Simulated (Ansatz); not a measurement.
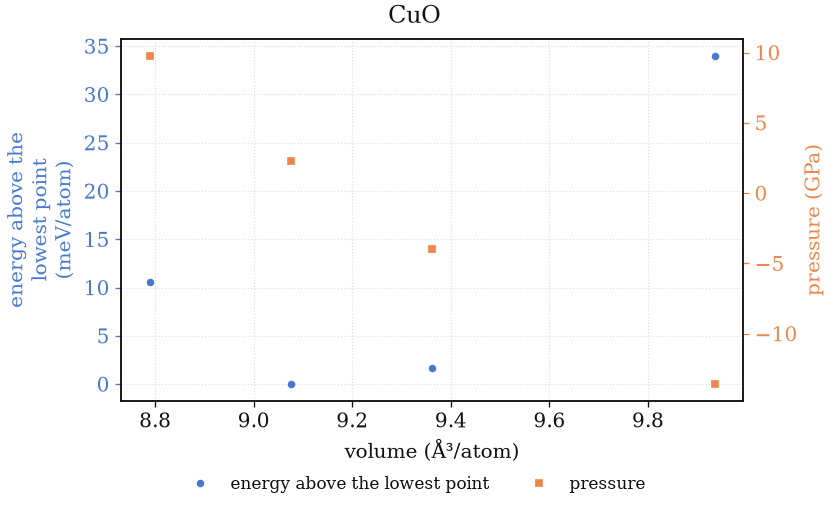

The plot gives the computed energy above the lowest point and pressure against volume for CuO, space group Fm-3m (No. 225) (one of a set of cubic test structures, which need not be the stable phase).

Calculation (Ansatz 0.2.0 development build): equation of state of a cubic crystal from periodic Kohn-Sham density functional theory without spin, third-order Birch-Murnaghan fit to the free energies; pressure corrected for the finite basis. Level: r2SCAN.

structure type rock salt; atoms in cell 2; space group number 225; lattice centring face-centred primitive; k mesh 14×14×14; occupation method Fermi–Dirac; occupation width 0.1 eV; wave cutoff 700 eV; datasets hard PAW; density tolerance 1e−09 eV; bands 17; density cutoff ratio 4; search for lower states default; xc grid level 2.

The point at volume 9.6485 Å³/atom is left out of the plot. What does the calculation give there?

| volume (Å³/atom) | energy above the lowest point (meV/atom) | pressure (GPa) |
| --- | --- | --- |
| 9.6485 | 13.5 | −9.2 |

Caveats: cubic model structure, not the ambient form; no spin polarisation, a magnetic state may lie lower; pseudopotentials made with PBE, not this functional.
